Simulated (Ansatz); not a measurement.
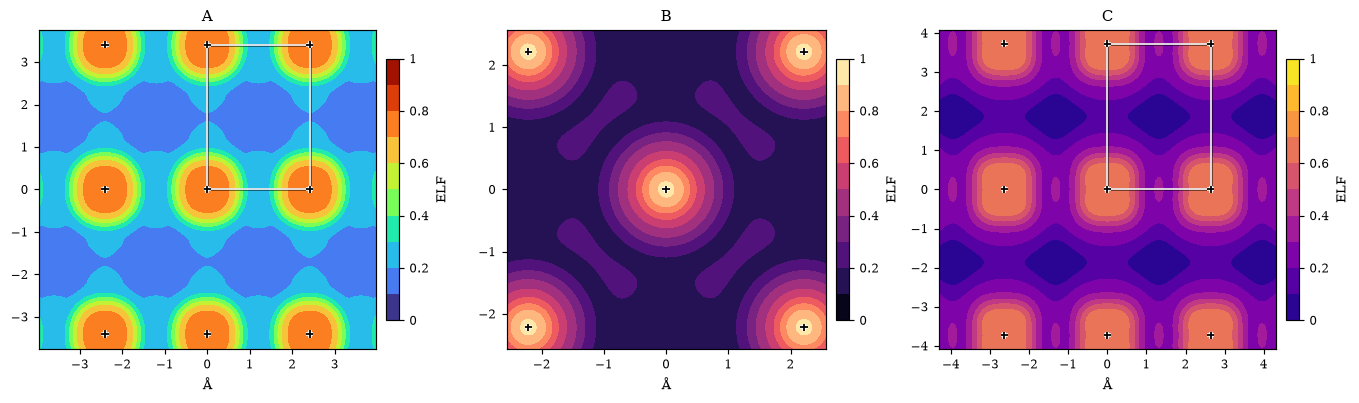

The ELF of 3 systems, each on a plane through atoms (crosses mark nuclei in the plane).

Theory: DFT, r2SCAN, plane waves (500 eV) with PAW, scalar-relativistic (Ansatz).

System 1: Pt, the (101) plane of the conventional cell. Space group Pm-3m; set up as Pt, simple cubic; a generated structure, not necessarily the stable one; changed on purpose from its base cell (volume × 1.04); computed pressure about −7 GPa in this cell.

```yaml
crystal:
  lattice:
    - [2.63842, 0.00000, 0.00000]
    - [0.00000, 2.63842, 0.00000]
    - [0.00000, 0.00000, 2.63842]
  atoms:
    - { symbol: Pt, position: [0.00000, 0.00000, 0.00000] }
```

System 2: Rh, the (110) plane of the conventional cell. Space group Pm-3m; set up as Rh, simple cubic; a generated structure, not necessarily the stable one; changed on purpose from its base cell (volume × 0.88); computed pressure about 35 GPa in this cell; computed without spin polarisation.

```
Rh
1.0
     2.40899    0.00000    0.00000
     0.00000    2.40899    0.00000
     0.00000    0.00000    2.40899
Rh
1
Direct
  0.00000 0.00000 0.00000
```

System 3: Cd, the (010) plane of the conventional cell. Space group Fm-3m; set up as Cd, fcc; a generated structure, not necessarily the stable one; changed on purpose from its base cell (volume × 1.0).

```xyz
4
Lattice="4.4315 0.0000 0.0000 0.0000 4.4315 0.0000 0.0000 0.0000 4.4315" Properties=species:S:1:pos:R:3 pbc="T T T"
Cd    0.0000    0.0000    0.0000
Cd    2.2158    2.2158    0.0000
Cd    2.2158    0.0000    2.2158
Cd    0.0000    2.2158    2.2158
```

Match each panel to its system.

Panel A is system 2, Rh: the plane holds Rh. Rh–Rh (2.41 Å): the ELF is about 0.25 at the midpoint (no shared electron pair shows on this line). Panel B is system 3, Cd: the plane holds Cd. Cd–Cd (3.13 Å): the ELF is about 0.20 at the midpoint; no localised pair shows between them. Panel C is system 1, Pt: the plane holds Pt. Pt–Pt (2.64 Å): the ELF is about 0.30 at the midpoint.
